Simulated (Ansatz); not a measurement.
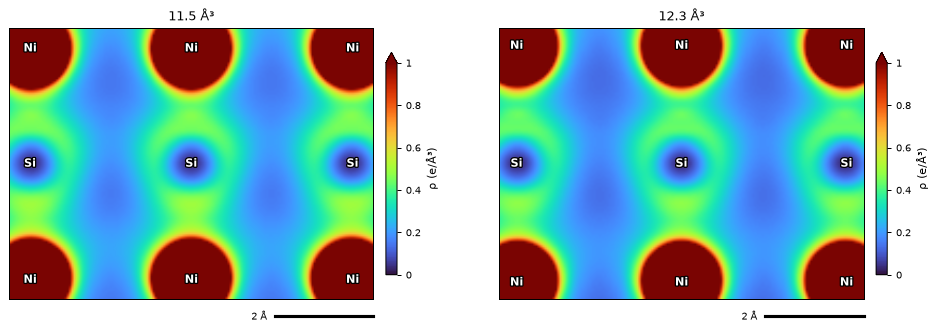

SiNi. The valence electron density of cells scaled evenly to different volumes (given per atom above each panel), on the (100) plane of each (indices in the axes of the cell below), at one length scale and on one colour scale.

The program warned that a starting moment wasn't kept; spin-polarised, but the moments vanished.

The calculation used DFT, LDA, PAW with Ansatz's default frozen-core files, scalar-relativistic in Ansatz 0.2.0.

In a PAW calculation such maps are meaningful between the atoms, not at the nuclei.

The largest cell:

```
Si Ni
1.0
     3.08598    0.00000    0.00000
     0.00000    3.33770    0.00000
     0.00000    0.00000    4.78990
Si Ni
2 2
Direct
  0.50000 0.50000 0.84230
  0.00000 0.00000 0.15770
  0.50000 0.50000 0.34422
  0.00000 0.00000 0.65578
```

| volume (Å³/atom) | Si–Ni contact in the plane (Å) | ρ at its midpoint (e/Å³) | pressure (GPa) | 
| --- | --- | --- | --- |
| 11.52 | 2.332 | 0.433 | −8.2 | 
| 11.87 | 2.355 | ? | ? | 
| 12.33 | 2.386 | 0.390 | −18.3 | 

Question: What values belong in the row with question marks?

Answer: Over the known rows ln ρ falls by 1.94 per Å of Si–Ni distance (the line through the two), which gives 0.414 e/Å³ at 2.355 Å; the calculation gives 0.414 e/Å³. For the pressure, a straight line in volume between the neighbouring rows gives −12.6 GPa; the calculation gives −13.0, lower because pressure rises ever faster on compression.
